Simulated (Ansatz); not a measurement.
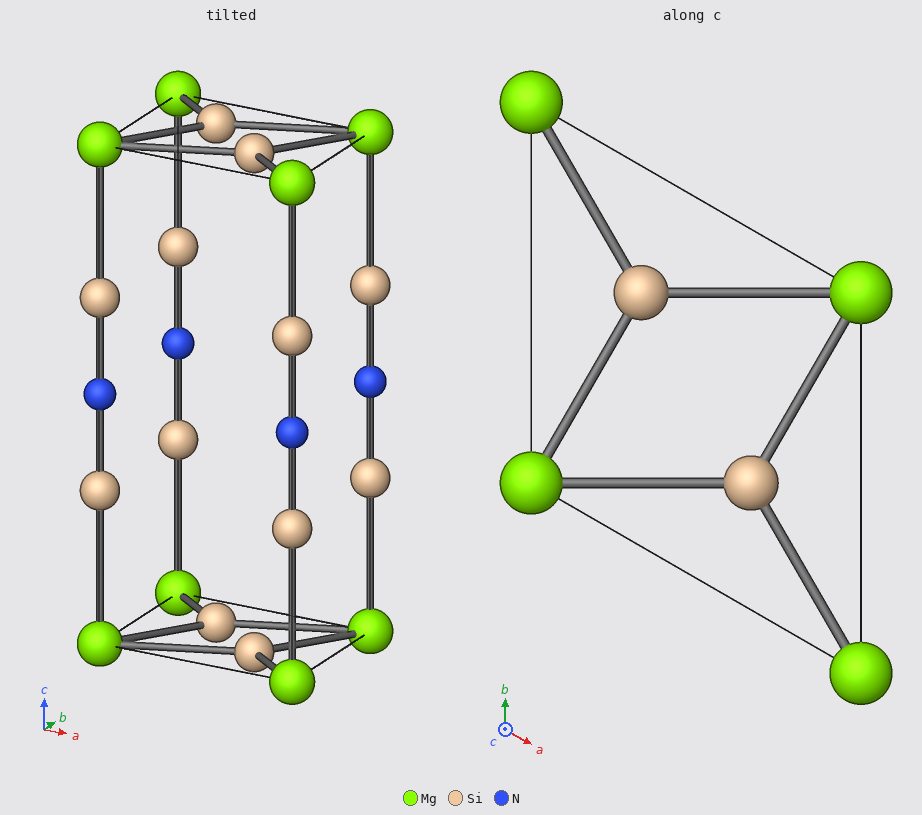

Figure: ball-and-stick view slightly off an axis and along the c axis. One conventional unit cell is framed, with atoms on its boundary repeated. Cell: a = 4.64 Å, b = 4.64 Å, c = 8.47 Å, α = 90.00°, β = 90.00°, γ = 120.00°.

The initial geometry was a random cell made by a generator, so it need not be a real form of the compound. Earlier steps of the study may have refined or changed the cell and positions. Ansatz was used for an electronic-structure calculation on it.

Caption:

Answer. Chemical formula MgSi$_{4}$N. The structure has P6/mmm (No. 191) symmetry and a primitive hexagonal lattice. It has 6 atoms to the cell (1 Mg, 4 Si, 1 N). The coordination shell of Mg holds eight Si at about 2.6 to 2.7 Å. N is surrounded by two Si in a linear arrangement at about 1.6 Å. Si takes two kinds of site: 2e with one Mg and one N in a nearly linear arrangement (about 2.6 Å to Mg, 1.6 Å to N); 2c with three Mg in a trigonal planar arrangement at about 2.7 Å. The bonds build a three-dimensional framework.

The numbers come from DFT PBE, scalar-relativistic, plane waves, PAW (Ansatz 0.2.0), using an energy cutoff of 420 eV, k-grid 12×12×6, Gaussian smearing of 0.1 eV, no spin polarisation.

How large a gap does the method give, if there is one?

Answer. A metal: bands cross the Fermi level.

List the Bader charges.

Answer. Mg +1.53 e; Si -0.61 to +0.91 e; N -2.11 e.

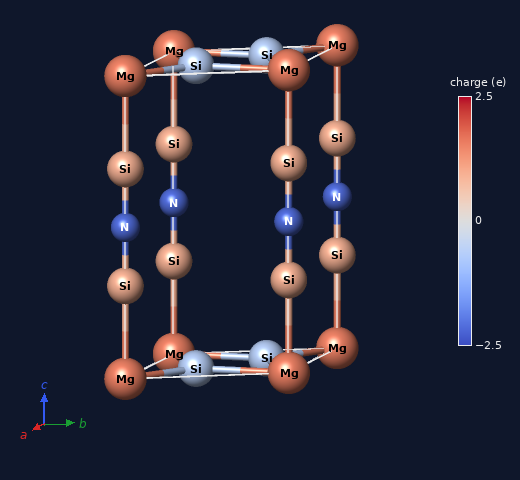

The atoms coloured by those charges. The run's cell of 6 atoms is drawn.

Can this geometry be taken as optimised?

Answer. Yes. All forces vanish to within 0.01 eV/Å. The pressure is 0.0 GPa, close to zero.
